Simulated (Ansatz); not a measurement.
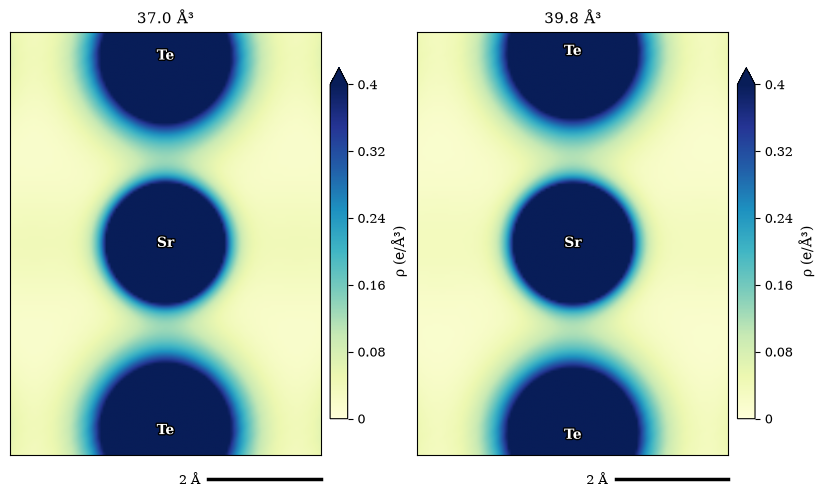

SrTe. The valence electron density of cells scaled evenly to different volumes (given per atom above each panel), on the (11̄0) plane of each (indices in the axes of the cell below), at one length scale and on one colour scale.

These are results of DFT, PBE, PAW with Ansatz's default frozen-core files, scalar-relativistic in Ansatz, not measurements.

Core electrons are frozen (PAW), and the valence fields are smoothed inside the atomic spheres.

The largest cell:

```yaml
crystal:
  lattice:
    - [0.00000, 3.41426, 3.41426]
    - [3.41426, 0.00000, 3.41426]
    - [3.41426, 3.41426, 0.00000]
  atoms:
    - { symbol: Sr, position: [0.00000, 0.00000, 0.00000] }
    - { symbol: Te, position: [0.50000, 0.50000, 0.50000] }
```

| volume (Å³/atom) | Sr–Te contact in the plane (Å) | ρ at its midpoint (e/Å³) | pressure (GPa) | gap on the mesh (eV) | 
| --- | --- | --- | --- | --- |
| 36.96 | 3.331 | 0.149 | 0.9 | 1.74 | 
| 37.91 | 3.359 | ? | ? | ? | 
| 39.80 | 3.414 | 0.133 | −1.4 | 1.91 | 

**Estimate the missing row, and compare with the calculation.**

Over the known rows ln ρ falls by 1.37 per Å of Sr–Te distance (the line through the two), which gives 0.143 e/Å³ at 3.359 Å; the calculation gives 0.143 e/Å³. For the pressure, a straight line in volume between the neighbouring rows gives 0.1 GPa; the calculation gives 0.0. For the gap on the mesh, a straight line in volume between the neighbouring rows gives 1.80 eV; the calculation gives 1.80.
